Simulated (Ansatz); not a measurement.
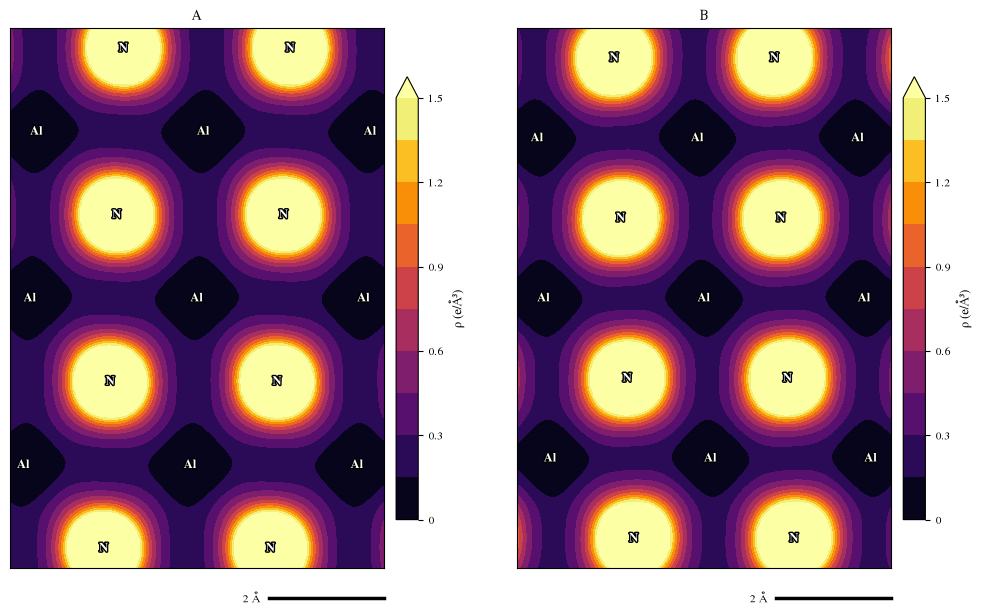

AlN. The valence pseudo-density of two cells that differ in size and shape, on the (011) plane of each (indices in the axes of the calculation cell), at one length scale and on one colour scale: A has 8.6 Å³ an atom and B 7.9.

Space group I4/mmm; started from the rocksalt prototype, which need not be the ambient phase.

Method: Ansatz, DFT, r2SCAN, plane waves, PAW.

The density is the valence pseudo-density of a PAW calculation; it isn't the true density close to the nuclei.

The larger cell:

```cif
data_structure
_symmetry_space_group_name_H-M 'P 1'
_symmetry_Int_Tables_number 1
_cell_length_a 2.9128
_cell_length_b 2.9128
_cell_length_c 2.8551
_cell_angle_alpha 60.653
_cell_angle_beta 60.653
_cell_angle_gamma 58.695
_cell_volume 17.12
loop_
_atom_site_label
_atom_site_type_symbol
_atom_site_fract_x
_atom_site_fract_y
_atom_site_fract_z
_atom_site_occupancy
Al1 Al 0.00000 0.00000 0.00000 1
N1 N 0.50000 0.50000 0.50000 1
```

The smaller cell: a = 2.799 Å, b = 2.799 Å, c = 2.855 Å, α = 59.33°, β = 59.33°, γ = 61.34°.

Q: What does the compression do to the bonding and the properties?

A: From the larger cell to the smaller, Al–N goes from 2.02 to 1.94 Å, and the density at its midpoint from 0.54 to 0.62 e/Å³; the pressure goes from −9 to 13 GPa; the Kohn–Sham gap goes from 4.9 eV to 5.6 eV.
